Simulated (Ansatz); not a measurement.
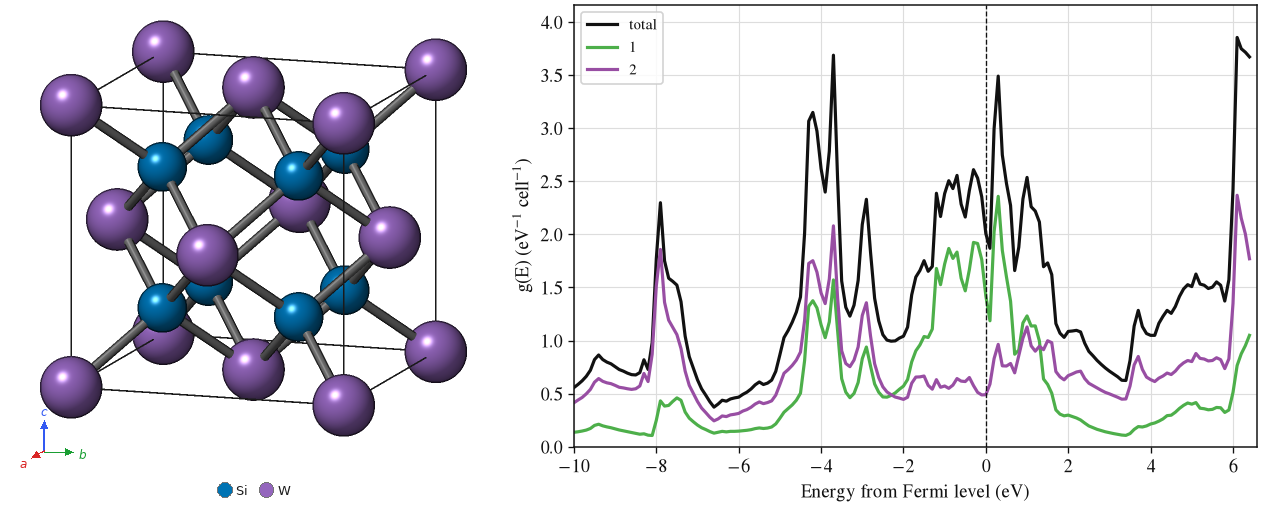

Density of states, beside the structure. Energies are counted from the Fermi level. The partial curves are projected on Löwdin-orthogonalised atomic shells.

Structure: Si₂W, space group Fm-3m (No. 225), 3 atoms in the cell.

Ansatz; DFT PBE, scalar-relativistic, plane waves, PAW, no spin polarisation, 14×14×14 k mesh.

Q: Assign each number in the legend. The candidates: Si, W.

A: 1 is W; 2 is Si.

Q: Metal or insulator, and how many states lie at the Fermi level?

A: It is a metal. The density of states at the Fermi level is about 2.4 per eV and cell (mean within 0.25 eV), or 0.78 per atom.

The structure is an invented one, so it need not be a known or stable phase. Spin-orbit coupling is left out, which matters for W.
